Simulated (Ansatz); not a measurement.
**Band-structure calculation of Ni$_{2}$Si (part 2 of 2)**

Ni$_{2}$Si (P6₃/mmc, 6 atoms in the cell); DFT r2SCAN, scalar-relativistic, plane waves, PAW, spin-polarised (Ansatz 0.2.0); cutoff 500 eV, 12×12×8 k-mesh, Gaussian smearing of 0.1 eV, collinear spins. The structure derives from an entry of the Crystallography Open Database.

Geometry of the input (Å; fractional positions):
```
3.9119  0.0000  0.0000
-1.9560  3.3878  0.0000
0.0000  0.0000  4.9915
Si 0.3333  0.6667  0.7500
Si 0.6667  0.3333  0.2500
Ni 0.0000  0.0000  0.0000
Ni 0.0000  0.0000  0.5000
Ni 0.3333  0.6667  0.2500
Ni 0.6667  0.3333  0.7500
```

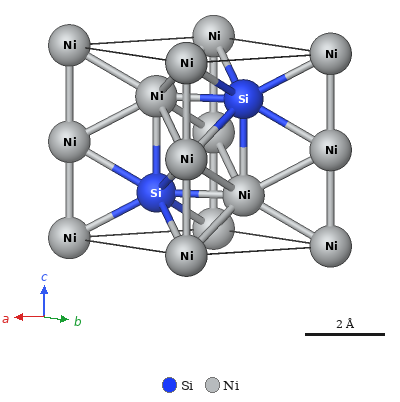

The input geometry (ball-and-stick view of the cell of the calculation, seen at an oblique angle).

## The program's output, continued
```
SCF iter   1: F=—  HF=-24652.491809 eV  |F-HF|=—  |Δ(HF+E_count)|=         —  Δρ=1.08e-1 (↑1.08e-1 ↓7.27e-2)  dr2=1.35e0  dr2_τ=6.99e-2  dr2_m=4.62e0  M=3.780 μB ∫|m|=5.045 μB  β_m=0.57  ethr=2.32e-3  ⟨swp⟩=3.5  Hψ=60357  notcnv=0
Mixer restart at iter 1: flushing history
preconditioner: auto → Kerker (q_TF=auto, 2.816 Å⁻¹)  [metal: Δε(μ)=0.008 eV  Ē_g=10.722 eV  σ=0.100 eV  W_gap=0.05  n_scr=22 (ndim 8)  ℏωp=31.6 eV  f_vac=0.000  D(μ)=3.20/eV (n_scr^D=22)]
spin=Collinear: Kerker preconditioning applied to the charge; magnetization (m = ρ↑ − ρ↓) channel mixes plain (no charge-response kernel on spin).
SCF iter   2: F=—  HF=-24653.085462 eV  |F-HF|=—  |Δ(HF+E_count)|=   5.94e-1  Δρ=5.83e-2 (↑4.02e-2 ↓5.83e-2)  dr2=4.80e-1  dr2_τ=1.24e-2  dr2_m=1.35e0  M=3.317 μB ∫|m|=4.649 μB  β_m=0.85  ethr=1.68e-3  ⟨swp⟩=4.6  Hψ=22994  notcnv=0  defer=261  κ⁻¹=1.0e0(r=1)
SCF iter   3: F=—  HF=-24655.961722 eV  |F-HF|=—  |Δ(HF+E_count)|=    2.88e0  Δρ=4.24e-2 (↑1.34e-2 ↓4.24e-2)  dr2=8.92e-1  dr2_τ=3.54e-3  dr2_m=3.59e-1  M=2.625 μB ∫|m|=4.050 μB  β_m=1.00  ethr=6.00e-4  ⟨swp⟩=2.8  Hψ=20890  notcnv=0  defer=1441  κ⁻¹=2.5e-2(r=2)
SCF iter   4: F=—  HF=-24659.158875 eV  |F-HF|=—  |Δ(HF+E_count)|=    3.20e0  Δρ=1.34e-2 (↑9.67e-3 ↓1.34e-2)  dr2=4.61e-1  dr2_τ=1.01e-3  dr2_m=5.95e-3  M=1.893 μB ∫|m|=3.034 μB  β_m=1.00  ethr=6.00e-4  ⟨swp⟩=3.1  Hψ=20578  notcnv=0  defer=1428  κ⁻¹=1.3e-2(r=3)
SCF iter   5: F=—  HF=-24660.724274 eV  |F-HF|=—  |Δ(HF+E_count)|=    1.57e0  Δρ=1.89e-2 (↑6.91e-3 ↓1.89e-2)  dr2=3.55e-1  dr2_τ=4.32e-4  dr2_m=6.13e-2  M=1.561 μB ∫|m|=2.403 μB  β_m=1.00  ethr=5.77e-4  ⟨swp⟩=2.0  Hψ=20349  notcnv=0  defer=1515  κ⁻¹=6.4e-3(r=4)
SCF iter   6: F=—  HF=-24661.735557 eV  |F-HF|=—  |Δ(HF+E_count)|=    1.01e0  Δρ=9.00e-3 (↑9.00e-3 ↓6.87e-3)  dr2=5.27e-2  dr2_τ=5.12e-4  dr2_m=8.50e-3  M=0.754 μB ∫|m|=0.978 μB  β_m=1.00  ethr=4.43e-4  ⟨swp⟩=2.9  Hψ=19908  notcnv=0  defer=1515  κ⁻¹=2.3e-3(r=5)
SCF iter   7: F=—  HF=-24662.022187 eV  |F-HF|=—  |Δ(HF+E_count)|=         —  Δρ=1.14e-2 (↑1.14e-2 ↓8.63e-3)  dr2=1.21e-2  dr2_τ=2.40e-4  dr2_m=5.59e-2  M=0.512 μB ∫|m|=0.650 μB  β_m=0.90  ethr=6.59e-5  ⟨swp⟩=2.2  Hψ=21159  notcnv=0  defer=1503
Mixer restart at iter 7: flushing history
SCF iter   8: F=—  HF=-24662.008948 eV  |F-HF|=—  |Δ(HF+E_count)|=   1.32e-2  Δρ=6.78e-3 (↑6.78e-3 ↓2.97e-3)  dr2=1.89e-2  dr2_τ=9.17e-5  dr2_m=6.98e-3  M=0.457 μB ∫|m|=0.585 μB  β_m=1.00  ethr=1.51e-5  ⟨swp⟩=2.0  Hψ=14690  notcnv=0  defer=1496  κ⁻¹=1.0e0(r=1)
SCF iter   9: F=—  HF=-24662.044461 eV  |F-HF|=—  |Δ(HF+E_count)|=   3.55e-2  Δρ=4.77e-3 (↑4.77e-3 ↓2.07e-3)  dr2=1.17e-2  dr2_τ=7.13e-5  dr2_m=2.73e-3  M=0.398 μB ∫|m|=0.511 μB  β_m=1.00  ethr=1.51e-5  ⟨swp⟩=1.5  Hψ=12423  notcnv=0  defer=1496  κ⁻¹=5.2e-2(r=2)
SCF iter  10: F=—  HF=-24662.109137 eV  |F-HF|=—  |Δ(HF+E_count)|=   6.47e-2  Δρ=1.99e-3 (↑1.99e-3 ↓9.43e-4)  dr2=1.57e-3  dr2_τ=8.86e-6  dr2_m=1.04e-3  M=0.230 μB ∫|m|=0.291 μB  β_m=1.00  ethr=1.46e-5  ⟨swp⟩=2.0  Hψ=18940  notcnv=0  defer=1496  κ⁻¹=2.5e-3(r=3)
SCF iter  11: F=—  HF=-24662.114544 eV  |F-HF|=—  |Δ(HF+E_count)|=   5.41e-3  Δρ=1.30e-3 (↑1.23e-3 ↓1.30e-3)  dr2=6.11e-4  dr2_τ=6.54e-6  dr2_m=6.04e-4  M=0.171 μB ∫|m|=0.214 μB  β_m=1.00  ethr=1.97e-6  ⟨swp⟩=2.0  Hψ=17746  notcnv=0  defer=1496  κ⁻¹=2.5e-3(r=4)
SCF iter  12: F=—  HF=-24662.116575 eV  |F-HF|=—  |Δ(HF+E_count)|=   2.03e-3  Δρ=6.88e-4 (↑5.57e-4 ↓6.88e-4)  dr2=1.14e-4  dr2_τ=5.65e-7  dr2_m=1.73e-4  M=0.148 μB ∫|m|=0.185 μB  β_m=1.00  ethr=7.64e-7  ⟨swp⟩=2.0  Hψ=18326  notcnv=0  defer=1496  κ⁻¹=5.8e-4(r=5)
SCF iter  13: F=—  HF=-24662.119099 eV  |F-HF|=—  |Δ(HF+E_count)|=   2.52e-3  Δρ=7.38e-4 (↑4.89e-4 ↓7.38e-4)  dr2=1.07e-4  dr2_τ=5.63e-7  dr2_m=1.96e-4  M=0.127 μB ∫|m|=0.158 μB  β_m=1.00  ethr=1.42e-7  ⟨swp⟩=2.0  Hψ=17917  notcnv=0  defer=1496  κ⁻¹=1.8e-4(r=6)
SCF iter  14: F=—  HF=-24662.121731 eV  |F-HF|=—  |Δ(HF+E_count)|=   2.63e-3  Δρ=6.80e-4 (↑4.14e-4 ↓6.80e-4)  dr2=5.41e-5  dr2_τ=5.58e-7  dr2_m=1.74e-4  M=0.090 μB ∫|m|=0.112 μB  β_m=1.00  ethr=1.34e-7  ⟨swp⟩=2.0  Hψ=18151  notcnv=0  defer=1496  κ⁻¹=2.2e-5(r=7)
SCF iter  15: F=—  HF=-24662.122903 eV  |F-HF|=—  |Δ(HF+E_count)|=   1.17e-3  Δρ=2.44e-4 (↑2.44e-4 ↓1.83e-4)  dr2=3.11e-6  dr2_τ=8.03e-8  dr2_m=2.66e-5  M=0.045 μB ∫|m|=0.055 μB  β_m=1.00  ethr=6.76e-8  ⟨swp⟩=2.5  Hψ=18540  notcnv=0  defer=1496  κ⁻¹=8.4e-6(r=8)
SCF iter  16: F=—  HF=-24662.123012 eV  |F-HF|=—  |Δ(HF+E_count)|=   1.09e-4  Δρ=2.04e-4 (↑2.04e-4 ↓1.35e-4)  dr2=3.07e-6  dr2_τ=5.41e-8  dr2_m=1.63e-5  M=0.038 μB ∫|m|=0.047 μB  β_m=1.00  ethr=3.89e-9  ⟨swp⟩=2.5  Hψ=18420  notcnv=0  defer=1496  κ⁻¹=6.1e-6(r=8)
SCF iter  17: F=—  HF=-24662.123183 eV  |F-HF|=—  |Δ(HF+E_count)|=   1.71e-4  Δρ=1.25e-4 (↑1.25e-4 ↓1.13e-4)  dr2=5.46e-6  dr2_τ=2.18e-8  dr2_m=6.75e-6  M=0.027 μB ∫|m|=0.033 μB  β_m=1.00  ethr=3.84e-9  ⟨swp⟩=3.0  Hψ=22233  notcnv=0  defer=1496  κ⁻¹=9.3e-7(r=8)
SCF iter  18: F=—  HF=-24662.123237 eV  |F-HF|=—  |Δ(HF+E_count)|=   5.39e-5  Δρ=1.07e-4 (↑9.30e-5 ↓1.07e-4)  dr2=1.07e-7  dr2_τ=1.09e-8  dr2_m=6.00e-6  M=0.024 μB ∫|m|=0.029 μB  β_m=1.00  ethr=3.84e-9  ⟨swp⟩=2.0  Hψ=17706  notcnv=0  defer=1496  κ⁻¹=6.8e-6(r=8)
SCF iter  19: F=—  HF=-24662.123332 eV  |F-HF|=—  |Δ(HF+E_count)|=   9.51e-5  Δρ=6.12e-5 (↑6.12e-5 ↓4.70e-5)  dr2=2.19e-7  dr2_τ=4.18e-9  dr2_m=1.72e-6  M=0.013 μB ∫|m|=0.015 μB  β_m=1.00  ethr=1.34e-10  ⟨swp⟩=3.8  Hψ=27041  notcnv=0  defer=1496  κ⁻¹=1.4e-5(r=8)
SCF iter  20: F=—  HF=-24662.123371 eV  |F-HF|=—  |Δ(HF+E_count)|=   3.89e-5  Δρ=2.08e-5 (↑2.08e-5 ↓1.64e-5)  dr2=4.09e-7  dr2_τ=2.84e-9  dr2_m=4.74e-8  M=0.001 μB ∫|m|=0.002 μB  β_m=1.00  ethr=1.34e-10  ⟨swp⟩=3.8  Hψ=27504  notcnv=0  defer=1492  κ⁻¹=4.0e-5(r=8)
SCF iter  21: F=—  HF=-24662.123370 eV  |F-HF|=—  |Δ(HF+E_count)|=   1.52e-6  Δρ=1.26e-5 (↑1.13e-5 ↓1.26e-5)  dr2=1.26e-7  dr2_τ=2.23e-10  dr2_m=4.34e-8  M=0.003 μB ∫|m|=0.004 μB  β_m=1.00  ethr=1.34e-10  ⟨swp⟩=2.1  Hψ=18160  notcnv=0  defer=1492  κ⁻¹=3.2e-6(r=8)
SCF iter  22: F=—  HF=-24662.123372 eV  |F-HF|=—  |Δ(HF+E_count)|=   2.02e-6  Δρ=1.04e-5 (↑1.04e-5 ↓9.52e-6)  dr2=3.67e-8  dr2_τ=1.57e-10  dr2_m=4.76e-8  M=0.002 μB ∫|m|=0.002 μB  β_m=0.95  ethr=1.34e-10  ⟨swp⟩=2.0  Hψ=17705  notcnv=0  defer=1492  κ⁻¹=1.9e-5(r=8)
SCF iter  23: F=—  HF=-24662.123372 eV  |F-HF|=—  |Δ(HF+E_count)|=   6.62e-7  Δρ=4.00e-6 (↑4.00e-6 ↓3.58e-6)  dr2=2.55e-8  dr2_τ=2.45e-11  dr2_m=1.18e-10  M=0.000 μB ∫|m|=0.000 μB  β_m=1.00  ethr=4.59e-11  ⟨swp⟩=3.0  Hψ=22884  notcnv=0  defer=1492  κ⁻¹=1.2e-5(r=8)
SCF iter  24: F=—  HF=-24662.123372 eV  |F-HF|=—  |Δ(HF+E_count)|=  3.60e-10  Δρ=1.88e-6 (↑5.36e-7 ↓1.88e-6)  dr2=2.41e-9  dr2_τ=5.74e-12  dr2_m=4.10e-10  M=0.000 μB ∫|m|=0.000 μB  β_m=1.00  ethr=3.19e-11  ⟨swp⟩=2.0  Hψ=17672  notcnv=0  defer=1492  κ⁻¹=3.3e-6(r=8)
SCF iter  25: F=-24662.123372 eV  HF=-24662.123372 eV  |F-HF|=1.01e-8  |Δ(HF+E_count)|=   1.58e-8  Δρ=2.34e-6 (↑2.24e-6 ↓2.34e-6)  dr2=1.25e-8  dr2_τ=1.08e-11  dr2_m=3.98e-12  M=0.000 μB ∫|m|=0.000 μB  ethr=3.02e-12  ⟨swp⟩=11.9  Hψ=75896  notcnv=0
SCF 1 converged in 25 iterations: F = -24662.123372 eV  dr2 = 1.25e-8
  greatest PAW one-centre occupation: 1.001 electrons in one spin orbital (limit 2), on the Ni atom at site 3 (counted from 0), in its partial waves of l = 1
WARN: the starting moments were not kept: the SCF closed with an absolute magnetisation of 2.9e-5 μB, where they sum to 8 μB in size (4 sites). That is at most 0.1 of that sum. Measured as dr2_m measures the in/out step, that magnetisation stands 8.6e-10 eV from none, at or under the dr2_threshold of 1.0e-7 eV: it is no larger than a step whose dr2_m would equal this threshold. The system may hold no moment; this SCF shows only that its start led to no more than that. To try another start: raise the starting moments (crystal.atoms[].spin, magnetization.per_species, magnetization.initial_magnetization, or on a non-collinear deck that types none of these the spinor_matrix: blocks that start its atoms; where the total moment is fixed, keep their sum and leave initial_magnetization as it is; typed ones take the place of any that the run laid by itself, positive ones on a crystal's lanthanoids without a Hubbard term where scf.initial_density.shell_occupations: [] is typed) or, if the notice of its spin-set hold's release reads "site moments contracting" or "site moments show no strong build", lengthen the hold (scf.mixing.spin_hold: { on: { confirm: 4 } }; for m-r²SCAN on two components see the key's manual first). Each may lead to a state that holds a moment. A second SCF, from the converged charge density, with the starting moments and any scf.initial_density.shell_occupations laid on it anew, would have followed, and was not run: the deck does not ask for one (magnetization.retry_lost_moments is false, the default). To let it run, set magnetization.retry_lost_moments: true and run the deck again, where that key's refused combinations let it; where memory then withholds it, that run's warning says so.
this state was not tested for a lower state beside it, because the mixer in use, unlike msr1, does not test its closes by its own steps (another_mixer; see scf.mixing.algorithm and scf.lower_state_search)
NSCF: frozen V_eff on 129 k-points
NSCF: frozen V_eff on 259 k-points
SCF converged after 25 iterations
Magnetization: 0.0000 μB (40.0000 up, 40.0000 down)
Absolute magnetization: 0.0000 μB (∫|ρ↑−ρ↓|, with the PAW one-centre terms)
Spin contamination: 0.0000 ħ² per cell (⟨S²⟩ above its minimum at these occupations)
Per-site moments (μB) at R_I (Å): [(3.274354069139699e-7, 0.9316525757242694), (3.2743540681333854e-7, 0.9316525757242694), (1.1439842179712226e-5, 1.029487022416875), (1.143984217971059e-5, 1.029487022416875), (1.1084052172614293e-6, 0.9316525757242694), (1.1084052170623817e-6, 0.9316525757242694)]
Free energy (F): -24662.123372 eV
Harris-Foulkes:  -24662.123372 eV  (|F-HF|=1.01e-8)
Internal energy: -24662.105937 eV  (E = F + TS)
E sigma→0 (E₀):  -24662.114655 eV
Entropy (-TS):   -0.017435 eV (-2.906 meV/atom)
Fermi energy:    16.817763 eV
--- Per-component energies (eV) ---
  E_band       = -1256.337540
  E_kinetic    = 1225.597595
  E_local      = -16037.479280  (includes V_loc(G=0)·N_el)
  E_nonlocal   = 2618.397588
  E_hartree    = 6871.286083
  E_xc         = -422.409283
  E_vxc        = -575.261381  (∫ρ·V_xc dr)
  E_paw        = -7627.469561  (= ΣΔE_a)
  E_vpaw       = -2269.909511  (= ΣTr[D̂ρ^β])
  E_aug_tail   = 0.000905  (compensation charges beyond the density's cutoff)
  E_vtau       = 39.743811  (kinetic-family band-sum trace: ∫τ·v_τ [+ j·A + Jᵃ·Aᵃ] dr)
  E_ewald      = -11288.676845
  E_core_change = -1.353140  (= ΣΔE_core)
  E_smearing   = -0.017435  (= −TS)
  E_closure    = -0.000000  (closes the sum)
  Σ components = -24662.123372   (vs F -24662.123372, Δ=0.00e0)
--- Forces (eV/Å), atoms counted from 1 ---
  atom   1  Si    -0.00000000     0.00000000    -0.00000000
  atom   2  Si     0.00000000    -0.00000000     0.00000000
  atom   3  Ni     0.00000000     0.00000000     0.00000000
  atom   4  Ni     0.00000000     0.00000000     0.00000000
  atom   5  Ni    -0.00000000     0.00000000    -0.00000000
  atom   6  Ni     0.00000000    -0.00000000     0.00000000
  max |Σ_I F_I| component: 1.85e-17 eV/Å
--- Stress (GPa, compression-positive) ---
       -7.504634      -0.000000       0.000000
        0.000000      -7.504634       0.000000
        0.000000       0.000000      -6.772189
  P = ⅓ Tr σ = -7.2605 GPa (-72.605 kbar)
--- Band table (eV; the first three rows and the last of 190) ---
  k-point 0 ↑: bands = ["-90.3063", "-90.3056", "-90.0449", "-90.0341", "-49.2941", "-49.2941", "-49.2911", "-49.2911", "-49.1584", "-49.1548", "-49.0504", "-48.9632", "-48.9632", "-48.9566", "-48.9566", "-48.9313", "3.6897", "8.3105", "10.0862", "11.5873", "11.5873", "12.7959", "12.7959", "12.9482", "13.0392", "13.0392", "13.6053", "13.6053", "14.7852", "14.7852", "14.9801", "15.4421", "15.4421", "15.4562", "15.4562", "15.6068", "16.1970", "16.1970", "16.9124", "19.6325", "19.6325", "19.7041", "19.7041", "19.7554", "20.2678", "21.2507", "21.2507", "22.7434", "25.4923", "25.4923", "26.3008", "26.3008", "26.7318", "26.7318", "27.2340"]
  k-point 1 ↑: bands = ["-90.3063", "-90.3056", "-90.0445", "-90.0345", "-49.2940", "-49.2940", "-49.2912", "-49.2912", "-49.1584", "-49.1550", "-49.0458", "-48.9630", "-48.9630", "-48.9569", "-48.9569", "-48.9359", "3.7873", "7.8032", "10.5365", "11.6083", "11.6083", "12.6221", "12.6221", "12.9627", "13.1899", "13.1899", "13.6028", "13.6028", "14.8446", "14.8446", "14.9469", "15.4426", "15.4426", "15.4504", "15.4504", "15.6365", "16.1483", "16.1483", "17.0709", "19.7311", "19.7311", "19.7393", "19.7393", "19.7599", "20.0979", "21.1227", "21.1227", "22.9116", "24.4695", "24.4695", "26.8233", "27.0368", "27.0368", "27.4369", "27.4369"]
  k-point 2 ↑: bands = ["-90.3062", "-90.3057", "-90.0433", "-90.0357", "-49.2936", "-49.2936", "-49.2915", "-49.2915", "-49.1581", "-49.1555", "-49.0328", "-48.9623", "-48.9623", "-48.9576", "-48.9576", "-48.9487", "4.0777", "6.8999", "11.2795", "11.6723", "11.6723", "12.3702", "12.3702", "12.9624", "13.3727", "13.3727", "13.5977", "13.5977", "14.8876", "15.0072", "15.0072", "15.4367", "15.4367", "15.4450", "15.4450", "15.5783", "16.0090", "16.0090", "17.6608", "19.7586", "19.8137", "19.8150", "19.8150", "20.0573", "20.0573", "20.8203", "20.8203", "23.1485", "23.2653", "23.2653", "25.9571", "26.1053", "27.8570", "27.8570", "28.9400"]
  k-point 94 ↓: bands = ["-90.3057", "-90.3057", "-90.0397", "-90.0397", "-49.2949", "-49.2949", "-49.2932", "-49.2932", "-49.1595", "-49.1595", "-48.9891", "-48.9891", "-48.9628", "-48.9628", "-48.9546", "-48.9546", "7.6785", "7.6785", "9.8991", "9.8991", "10.7568", "10.7568", "12.8937", "12.8937", "13.6538", "13.6538", "13.9993", "13.9993", "14.3116", "14.3116", "14.5280", "14.5280", "15.1621", "15.1621", "15.4563", "15.4563", "15.5509", "15.5509", "15.6484", "15.6484", "16.6096", "16.6096", "22.4046", "22.4046", "23.2372", "23.2372", "25.0245", "25.0245", "25.8284", "25.8284", "25.9154", "25.9154", "26.2668", "26.2668", "34.2127"]
--- Löwdin populations: 6 sites ---
  site symbol       q [e]    m [muB]
     0     Si      4.4387     0.0000
     1     Si      4.4387     0.0000
     2     Ni     17.5461     0.0000
     3     Ni     17.5461     0.0000
     4     Ni     17.5834     0.0000
     5     Ni     17.5834     0.0000
  spilling = 0.010796 (of n_electrons = 80.000000)
--- Bader charges: 6 sites ---
  site symbol  charge [e]  shift [e]    m [muB]
     0     Si      0.5093     0.0029     0.0000
     1     Si      0.5093     0.0029     0.0000
     2     Ni     -0.0009     0.0016     0.0000
     3     Ni     -0.0009     0.0016     0.0000
     4     Ni     -0.5084     0.0013     0.0000
     5     Ni     -0.5084     0.0013     0.0000
  estimated error of the sums over rays = 9.2e-4 e
```

## File populations.tsv
```
# site	symbol	l	j	q_up	q_dn
# orbitals = lowdin
# n_electrons = 80.000000
# spilling = 0.010796
0	Si	0_3S	-	0.677468	0.677468
0	Si	1_3P	-	1.541862	1.541860
1	Si	0_3S	-	0.677468	0.677468
1	Si	1_3P	-	1.541862	1.541860
2	Ni	0_3S	-	0.996405	0.996405
2	Ni	0_4S	-	0.306400	0.306400
2	Ni	1_3P	-	2.998704	2.998704
2	Ni	2_3D	-	4.471556	4.471546
3	Ni	0_3S	-	0.996405	0.996405
3	Ni	0_4S	-	0.306400	0.306400
3	Ni	1_3P	-	2.998704	2.998704
3	Ni	2_3D	-	4.471556	4.471546
4	Ni	0_3S	-	0.993940	0.993940
4	Ni	0_4S	-	0.309931	0.309931
4	Ni	1_3P	-	2.996890	2.996890
4	Ni	2_3D	-	4.490921	4.490920
5	Ni	0_3S	-	0.993940	0.993940
5	Ni	0_4S	-	0.309931	0.309931
5	Ni	1_3P	-	2.996890	2.996890
5	Ni	2_3D	-	4.490921	4.490920
```

## Summary

| quantity | value |
| --- | --- |
| outcome | converged |
| space group (tolerance 0.01 Å) | P6₃/mmc (194) |
| electrons treated | 80 |
| free energy | −24662.1234 eV |
| Fermi energy | 16.818 eV |
| gap on the k-point mesh | none (metallic) |
| net moment of the cell | 0.00 μB |
| integrated absolute moment | 0.00 μB |
| pressure | −7.26 GPa |
| largest force (length of the vector) | under 0.001 eV/Å |
| hardware | 2 threads of Arm Neoverse V1, 24 GiB of memory available, shared host |
| wall time | 4.7 min (CPU time 9.3 min) |
| peak memory | 1.3 GiB |

## Remarks

The electronic state found may not be the lowest one. Warnings of the run: some starting moments were not kept; the state was not tested for a lower one. The cell is under a tension of 7.3 GPa at this level, so it is not at its equilibrium volume.
